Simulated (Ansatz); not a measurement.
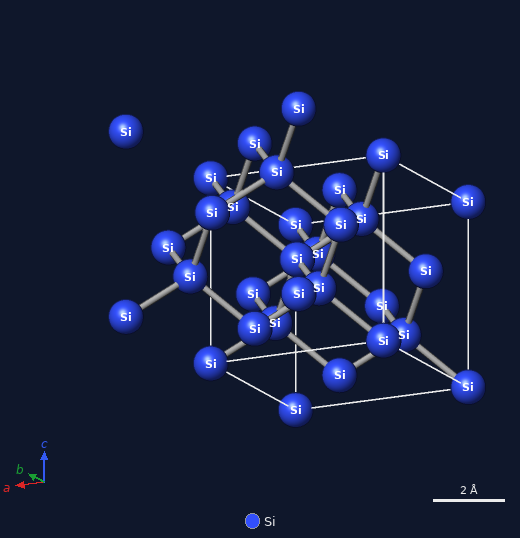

Reference structure: crystalline Si (set up in Fd-3m). The picture is a ball-and-stick view of the conventional cell (4 times the calculation's cell), repeated 1 × 2 × 1 with one cell outlined, seen from a free direction. Lengths and directions refer to the drawn axes.

All numbers below come from Ansatz 0.2.0, DFT PBE, scalar-relativistic, plane waves, PAW. Settings: plane-wave cutoff 420 eV; occupations gaussian; no spin polarisation. The k-mesh is chosen for each cell (8×8×8, 12×12×12). Smearing widths differ between the runs.

Change: Every silicon atom is replaced by tin, which gives Sn. Cell and atoms are relaxed again (to zero pressure within 0.1 GPa, forces under 0.01 eV/Å).

Input file:
```yaml
crystal:
  lattice:
    - [0.0, 3.3290096668, 3.3290096668]
    - [3.3290096668, 0.0, 3.3290096668]
    - [3.3290096668, 3.3290096668, 0.0]
  atoms:
    - { symbol: Sn, position: [0.25, 0.25, 0.25] }
    - { symbol: Sn, position: [0.0, 0.0, 0.0] }
basis:
  ecutwfc: 420
kpoints:
  mp_grid: { grid: [12, 12, 12] }
hamiltonian:
  xc: pbe
scf:
  occupations: { method: gaussian, width: 0.1 }
output:
  forces: true
  stress: true
  eigenvalues: true
relax:
  adjacent_minimum: "off"
  f_tol: 0.01
  max_steps: 60
  cell: { stress_tol: 0.1 }
```

Launched with:
```bash
ansatz run input.yaml --threads 1 --pin off --max-ram 2560MiB --backend cpu --events-out ev --progress --plain --runs-dir out
```

Q: Predict the response.

A: The volume per atom goes from 20.46 to 36.89 Å³. Cell: a = b = c 5.470 → 6.658 Å (+21.7 %). Volume +80.3 %. The space group stays Fd-3m (No. 227).

Drawn alike, the variant:

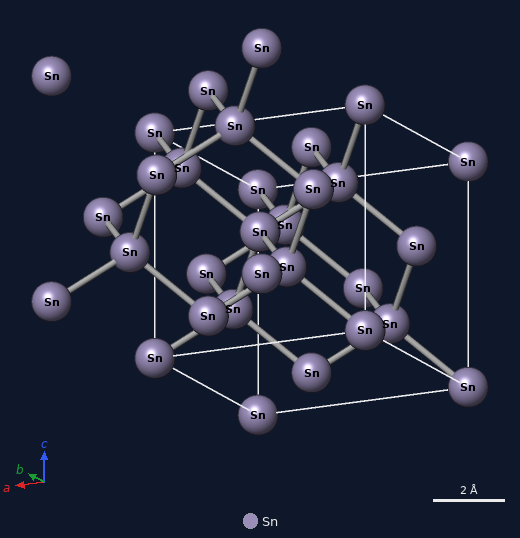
